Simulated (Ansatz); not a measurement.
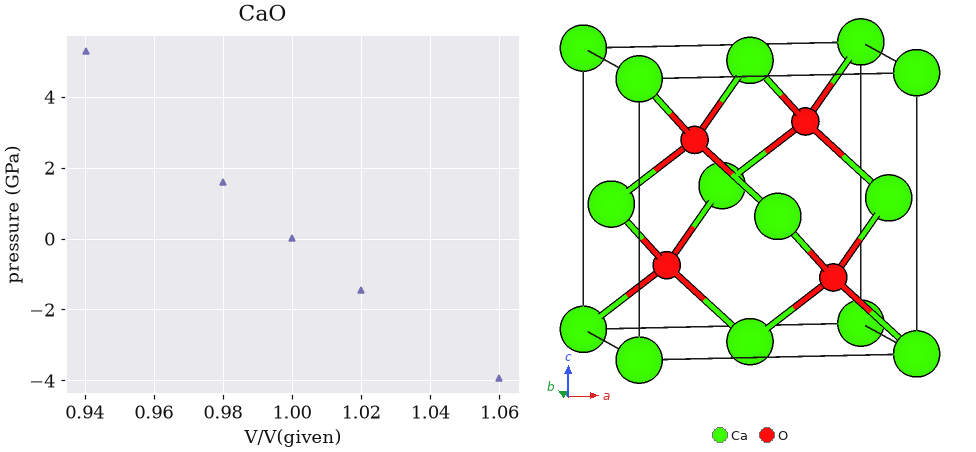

Pressure against V/V(given) for CaO, space group F-43m (No. 216) (cell built by us, not taken from a database). The conventional cell is drawn beside the plot.

V(given) is 18.02 Å³/atom.

The pressure falls from 5.274 GPa at V/V(given) 0.941 to −3.919 GPa at 1.060, and changes sign near 1.000. The volume at zero pressure from a fit of the pressures is 18 Å³/atom. The bulk modulus from that fit is 76.3 GPa.

How it was computed, with Ansatz 0.2.0: periodic Kohn-Sham DFT of a crystal at fixed atoms, scaled to the stated factor times the given cell; pressure positive in compression. Level: PBE.

method frozen-core PAW; relativity scalar; k mesh 11×11×11; occupations Fermi–Dirac; smearing width 0.05 eV; wave cutoff 420 eV; PAW set soft_2.

Cell as given: a = 3.708 Å, b = 3.708 Å, c = 3.708 Å, α = 60.00°, β = 60.00°, γ = 60.00°; 2 atoms.
